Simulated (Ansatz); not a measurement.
## Two runs on Si

System: Si (P2₁/m, 2 atoms in the cell).
Method of run 1: DFT LDA, scalar-relativistic, plane waves, PAW, no spin polarisation (Ansatz 0.2.0).

The structure derives from a Materials Project entry. Text and figures count atoms from 1; the logs count them from 0 in places.

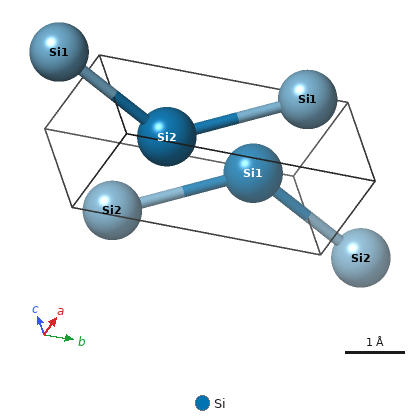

**Figure 1.** The structure as given in the input (ball-and-stick view of the cell of the calculation, set on other vectors, seen at an oblique angle; neighbours outside the cell are drawn fainter; atoms are numbered from 1 in the order of the input). An atom can appear more than once, as a periodic image.

The input, run 1:
```yaml
crystal:
  lattice:
    - [2.6510666862, 0.0, 0.0]
    - [-1.3255333431, 2.2958910974, 0.0]
    - [0.0, 0.0, 4.5417424135]
  atoms:
    - { symbol: Si, position: [0.2352596027, 0.6666666667, 0.25] }
    - { symbol: Si, position: [0.7647403973, 0.3333333333, 0.75] }
basis:
  ecutwfc: 420
kpoints:
  mp_grid: { grid: [24, 24, 14] }
hamiltonian:
  xc: lda
scf:
  occupations: { method: gaussian, width: 0.15 }
output:
  forces: true
  stress: true
  eigenvalues: true
```

Launched with:
```bash
ansatz run input.yaml --threads 2 --pin off --max-ram 5120MiB --backend cpu --events-out ev --progress --plain --runs-dir out
```

Hardware: 2 threads of Intel Xeon @ 2.50GHz (Skylake/Cascade Lake), 32 GiB of memory available, shared host.

Output, shortened to warnings, some set-up lines, iterations and results (run 1):
```
Basis set: ecut = 420 eV, 549 PW (Γ)
Symmetry: 4 space group operations
k-points: 2320 of 8064
Initial density: superposition of atomic densities (neutral atoms: chi_scale 0, normalization atom), corrected by the library's trained network
[...]
SCF iter   1: F=—  HF=-1216.537190 eV  |F-HF|=—  |Δ(HF+E_count)|=         —  Δρ=4.37e-3  dr2=4.10e-3  ethr=1.77e-3  ⟨swp⟩=5.0  Hψ=139447  notcnv=0
SCF iter   2: F=—  HF=-1216.536030 eV  |F-HF|=—  |Δ(HF+E_count)|=   1.16e-3  Δρ=2.58e-3  dr2=1.51e-3  ethr=5.13e-5  ⟨swp⟩=1.0  Hψ=37141  notcnv=0
SCF iter   3: F=—  HF=-1216.535396 eV  |F-HF|=—  |Δ(HF+E_count)|=   6.33e-4  Δρ=1.09e-4  dr2=2.18e-6  ethr=1.89e-5  ⟨swp⟩=2.0  Hψ=27233  notcnv=0
SCF iter   4: F=—  HF=-1216.535396 eV  |F-HF|=—  |Δ(HF+E_count)|=   7.82e-7  Δρ=2.21e-5  dr2=1.41e-7  ethr=2.73e-8  ⟨swp⟩=2.1  Hψ=27101  notcnv=0
SCF iter   5: F=-1216.535396 eV  HF=-1216.535396 eV  |F-HF|=8.57e-10  |Δ(HF+E_count)|=   5.31e-8  Δρ=3.50e-6  dr2=2.87e-9  ethr=1.76e-9  ⟨swp⟩=2.0  Hψ=25913  notcnv=0
SCF iter   6: F=-1216.535396 eV  HF=-1216.535396 eV  |F-HF|=5.46e-12  |Δ(HF+E_count)|=  4.73e-10  Δρ=2.87e-7  dr2=1.64e-11  ethr=3.59e-11  ⟨swp⟩=1.8  Hψ=64616  notcnv=0
SCF 1 converged in 6 iterations: F = -1216.535396 eV  dr2 = 1.64e-11
SCF converged after 6 iterations
Free energy (F): -1216.535396 eV
Harris-Foulkes:  -1216.535396 eV  (|F-HF|=5.46e-12)
Internal energy: -1216.527442 eV  (E = F + TS)
E sigma→0 (E₀):  -1216.531419 eV
Entropy (-TS):   -0.007954 eV (-3.977 meV/atom)
Fermi energy:    11.093573 eV
--- Per-component energies (eV) ---
  E_band       = 42.077196
  E_kinetic    = 84.783359
  E_local      = 4.797980  (includes V_loc(G=0)·N_el)
  E_nonlocal   = 53.105400
  E_hartree    = 1.027738
  E_xc         = -112.438082
  E_vxc        = -97.864180  (∫ρ·V_xc dr)
  E_paw        = -971.241444  (= ΣΔE_a)
  E_vpaw       = -4.800851  (= ΣTr[D̂ρ^β])
  E_aug_tail   = 0.000013  (compensation charges beyond the density's cutoff)
  E_ewald      = -276.731067
  E_core_change = 0.168661  (= ΣΔE_core)
  E_smearing   = -0.007954  (= −TS)
  E_closure    = 0.000000  (closes the sum)
  Σ components = -1216.535396   (vs F -1216.535396, Δ=0.00e0)
--- Forces (eV/Å), atoms counted from 1 ---
  atom   1  Si    -0.20283604    -0.17437624     0.00000000
  atom   2  Si     0.20283604     0.17437624     0.00000000
  max |Σ_I F_I| component: 2.78e-17 eV/Å
--- Stress (GPa, compression-positive) ---
        0.854180      -0.120418       0.000000
       -0.120418       0.723482       0.000000
        0.000000       0.000000       2.571023
  P = ⅓ Tr σ = 1.3829 GPa (13.829 kbar)
```

The input of run 2 differs as follows (lines with − go, lines with + come):
```diff
-    - { symbol: Si, position: [0.2352596027, 0.6666666667, 0.25] }
-    - { symbol: Si, position: [0.7647403973, 0.3333333333, 0.75] }
+    - { symbol: Si, position: [0.3455925497, 0.6666666667, 0.25] }
+    - { symbol: Si, position: [0.6544074503, 0.3333333333, 0.75] }
```

How does run 2 compare with run 1?

With the same functional and potentials, run 2 lies 32.8 meV per atom higher. The pressure goes from 1.38 to −0.02 GPa. The largest force goes from 0.267 to 0.040 eV/Å. The number of SCF iterations is the same.

Output, shortened to warnings, some set-up lines, iterations and results (run 2):
```
Basis set: ecut = 420 eV, 549 PW (Γ)
Symmetry: 4 space group operations
k-points: 2320 of 8064
Initial density: superposition of atomic densities (neutral atoms: chi_scale 0, normalization atom), corrected by the library's trained network
[...]
SCF iter   1: F=—  HF=-1216.471175 eV  |F-HF|=—  |Δ(HF+E_count)|=         —  Δρ=4.46e-3  dr2=3.88e-3  ethr=1.77e-3  ⟨swp⟩=5.0  Hψ=139694  notcnv=0
SCF iter   2: F=—  HF=-1216.470241 eV  |F-HF|=—  |Δ(HF+E_count)|=   9.34e-4  Δρ=2.65e-3  dr2=1.45e-3  ethr=4.85e-5  ⟨swp⟩=1.0  Hψ=37151  notcnv=0
SCF iter   3: F=—  HF=-1216.469763 eV  |F-HF|=—  |Δ(HF+E_count)|=   4.78e-4  Δρ=1.06e-4  dr2=1.64e-6  ethr=1.81e-5  ⟨swp⟩=2.0  Hψ=27209  notcnv=0
SCF iter   4: F=—  HF=-1216.469762 eV  |F-HF|=—  |Δ(HF+E_count)|=   6.85e-7  Δρ=1.26e-5  dr2=4.30e-8  ethr=2.05e-8  ⟨swp⟩=2.0  Hψ=26506  notcnv=0
SCF iter   5: F=-1216.469762 eV  HF=-1216.469762 eV  |F-HF|=6.71e-11  |Δ(HF+E_count)|=   1.59e-8  Δρ=1.61e-6  dr2=3.60e-10  ethr=5.38e-10  ⟨swp⟩=2.0  Hψ=27064  notcnv=0
SCF iter   6: F=-1216.469762 eV  HF=-1216.469762 eV  |F-HF|=1.82e-12  |Δ(HF+E_count)|=  9.14e-11  Δρ=1.80e-7  dr2=3.90e-12  ethr=4.51e-12  ⟨swp⟩=1.8  Hψ=62355  notcnv=0
SCF 1 converged in 6 iterations: F = -1216.469762 eV  dr2 = 3.90e-12
SCF converged after 6 iterations
Free energy (F): -1216.469762 eV
Harris-Foulkes:  -1216.469762 eV  (|F-HF|=1.82e-12)
Internal energy: -1216.461444 eV  (E = F + TS)
E sigma→0 (E₀):  -1216.465603 eV
Entropy (-TS):   -0.008318 eV (-4.159 meV/atom)
Fermi energy:    11.148461 eV
--- Per-component energies (eV) ---
  E_band       = 42.394903
  E_kinetic    = 84.439007
  E_local      = 5.810964  (includes V_loc(G=0)·N_el)
  E_nonlocal   = 52.940116
  E_hartree    = 0.824324
  E_xc         = -112.369769
  E_vxc        = -97.771992  (∫ρ·V_xc dr)
  E_paw        = -971.099188  (= ΣΔE_a)
  E_vpaw       = -4.671851  (= ΣTr[D̂ρ^β])
  E_aug_tail   = 0.000013  (compensation charges beyond the density's cutoff)
  E_ewald      = -277.175571
  E_core_change = 0.168661  (= ΣΔE_core)
  E_smearing   = -0.008318  (= −TS)
  E_closure    = 0.000000  (closes the sum)
  Σ components = -1216.469762   (vs F -1216.469762, Δ=0.00e0)
--- Forces (eV/Å), atoms counted from 1 ---
  atom   1  Si     0.03946890    -0.00471821     0.00000000
  atom   2  Si    -0.03946890     0.00471821     0.00000000
  max |Σ_I F_I| component: 8.67e-19 eV/Å
--- Stress (GPa, compression-positive) ---
        0.100411       0.075220       0.000000
        0.075220       0.071904       0.000000
        0.000000       0.000000      -0.235659
  P = ⅓ Tr σ = -0.0211 GPa (-0.211 kbar)
```

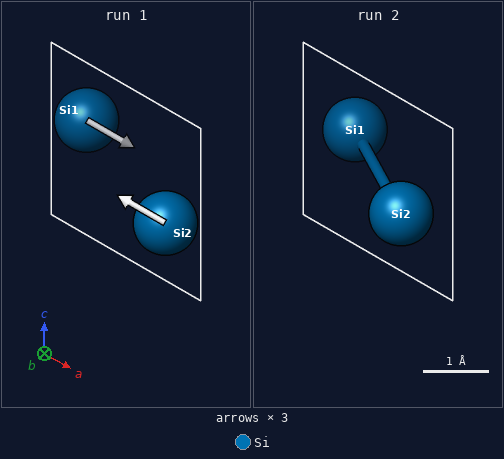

**Figure 2.** The two input geometries at one scale (ball-and-stick view of the cell of the calculation, set on other vectors, along the b axis). The white arrows on the first give the shifts of the atoms relative to the cell, with their mean removed, magnified 3 times. The largest moves, 0.29 Å, are those of Si1 and Si2. (The mean shift of all atoms is removed.) The cell doesn't change. Among the contacts that change: Si1–Si2 3.025 → 2.708 Å.

The two runs side by side:

| quantity | run 1 | run 2 |
| --- | --- | --- |
| outcome | converged | converged |
| free energy per atom (eV) | −608.2677 | −608.2349 |
| energy per atom, smearing taken to zero (eV) | −608.2657 | −608.2328 |
| gap on the mesh (eV) | 0.00 | 0.00 |
| pressure (GPa) | 1.38 | −0.02 |
| largest force (eV/Å) | 0.267 | 0.040 |
| SCF iterations | 6 | 6 |
| irreducible k-points | 2320 | 2320 |
| plane waves at Γ | 549 | 549 |
| wall time (shared host) | 15 s | 15 s |
